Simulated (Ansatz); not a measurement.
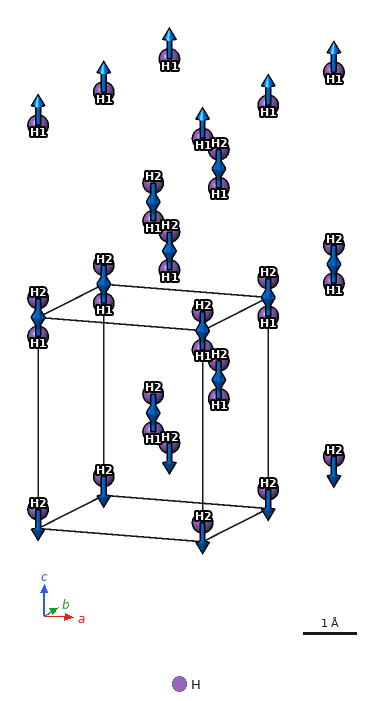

A symmetric starting cell of H. The blue arrows show how the atoms are displaced (without the part that the change of the cell carries along), magnified 10 times. Besides, the cell is strained by +4.4 % along c and +1.4 % across it (volume +7.5 %). A ball-and-stick model of the conventional cell (2 times the calculation's cell), repeated 1 × 2 × 2 with one cell outlined, seen from a free direction. Lengths and directions refer to the drawn axes.

Level of theory: Ansatz 0.2.0, DFT PBEsol, scalar-relativistic, plane waves, PAW. Settings: plane-wave cutoff 420 eV; k-point mesh 10 × 10 × 10; occupations gaussian; smearing width 0.02 eV; no spin polarisation.

**How are the atoms displaced, and what does the calculation give?**

Atoms are displaced by 0.06 Å relative to the cell: H2 0.06 Å along −c. No relaxation follows. The starting cell wasn't computed here and needn't be at equilibrium, so pressure and forces aren't due to the change alone. The pressure is 7.2 GPa (not all of it need come from the change, since the unchanged cell can be under pressure at this level too). The principal stresses (compression positive) are 21.5 GPa along c and 0.1 GPa across it. The largest forces, 5.2 eV/Å, act on H1 and H2; on H1 it points along −c. The forces point straight back along the displacements (cosine −1.00). Some distances before and after: H–H 0.742 → 0.650 Å. The space group stays I4/mmm (No. 139).
